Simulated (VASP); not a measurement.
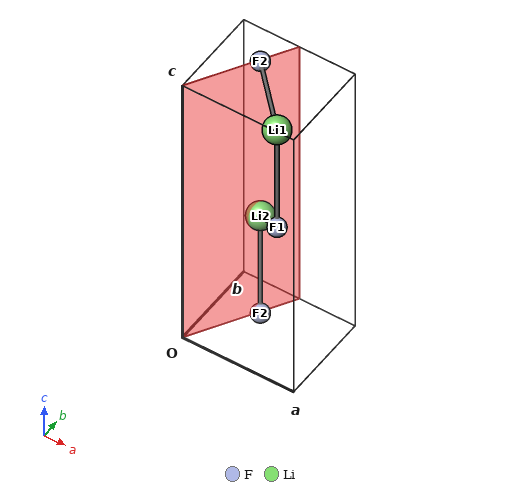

The shaded plane is a symmetry element of the crystal. Crystal: LiF, coordinates from a relaxation with VASP Kohn-Sham DFT of a periodic cell, LAK, VASP PAW PBE potentials, recommended (VASP 6.6.1). All values are computed from the atomic coordinates in the standard setting (tolerance 0.002 Å).

a = 3.058 Å, b = 3.058 Å, c = 4.802 Å, α = 90.00°, β = 90.00°, γ = 120.00°.

```
atom       x       y       z
  F1  0.6667  0.3333  0.4940
  F2  0.3333  0.6667  0.9940
 Li1  0.6667  0.3333  0.8810
 Li2  0.3333  0.6667  0.3810
```

Q: Is it a mirror or a glide plane, and what is the operation?

A: It is a mirror plane, parallel to (2 −1 0), through (0.300, 0.600, 1/2): x, y, z → −x+y, y, z.

Q: Onto which atom does it carry each atom (up to whole multiples of a, b and c)?

A: F1 → F1, F2 → F2, Li1 → Li1, Li2 → Li2.

Q: What is the crystal's space group?

A: P6₃mc (No. 186).
